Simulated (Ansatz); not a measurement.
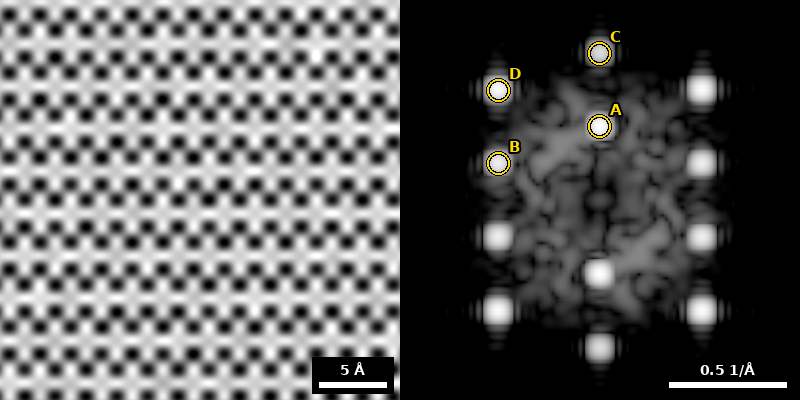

Phase-contrast TEM-like image of a crystal. Simulated in the weak-phase-object approximation with neutral-atom potentials: 80 kV, Cs = 20 µm, defocus −110 Å (negative is underfocus), defocus spread 8 Å, aperture 0.78 1/Å. The speckle of an amorphous layer was added.

The right panel is the modulus of the image's Fourier transform on a logarithmic scale.

Question: Which lattice spacings do the marked spots stand for, and what angle do A and B enclose?

Answer: A: 3.2 Å, B: 2.2 Å, C: 1.6 Å, D: 1.6 Å; A and B enclose about 70°.

The crystal is Ho (P6_3/mmc, No. 194) along [201]; the spots are (010), (-1 1 2), (020) and (-1 2 2). Model: the geometry relaxed with DFT PBE, scalar-relativistic, plane waves, PAW (Ansatz).
